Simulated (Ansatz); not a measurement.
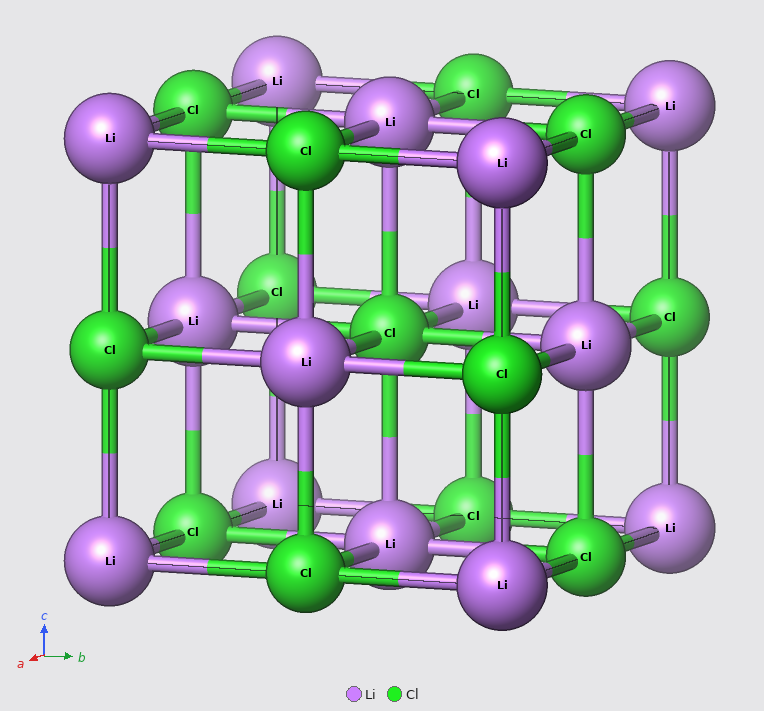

Shown here is a ball-and-stick view of the crystal, taken slightly off an axis. The wireframe shows the conventional unit cell. Cell: a = 5.15 Å, b = 5.15 Å, c = 5.15 Å, α = 90.00°, β = 90.00°, γ = 90.00°.

Its origin is a structure type filled with these elements by a generator (whether the compound takes this form wasn't checked). Earlier steps of the study, as a rule a relaxation of our own, may have changed the cell and positions, so they can lie some per cent off the listed ones. It was the input of a calculation with Ansatz.

What structure is drawn here?

Answer. The stoichiometry is LiCl. Space group Fm-3m (No. 225), lattice face-centred cubic. Prototype: rock salt (NaCl type). Cell content 4 Li, 4 Cl; Z = 4. Each Li is bonded to six Cl in an octahedral arrangement at about 2.6 Å. Around each Cl lie six Li in an octahedral arrangement at about 2.6 Å. The bonds build a three-dimensional framework.

The calculation used DFT PBE, scalar-relativistic, plane waves, PAW in Ansatz, with plane-wave cutoff 420 eV, k-points about 0.26 Å⁻¹ apart, Gaussian smearing of 0.02 eV, no spin polarisation.

Is it conducting or gapped at this level?

Answer. An insulator at this level, with a gap of 6.25 eV, direct.

What net charge does each kind of atom have (Bader)?

Answer. Li +0.90 e; Cl -0.90 e.

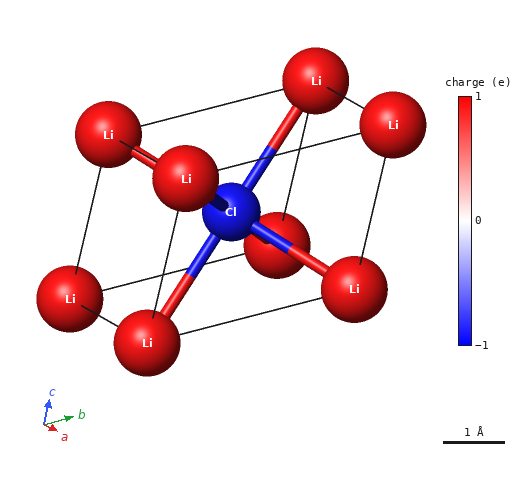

The atoms coloured by those charges. The run's cell of 2 atoms is drawn, so axes and origin can differ from the first picture.

Is this an equilibrium geometry for the method given?

Answer. Yes. All forces vanish to within 0.01 eV/Å. The pressure is 0.0 GPa, close to zero.
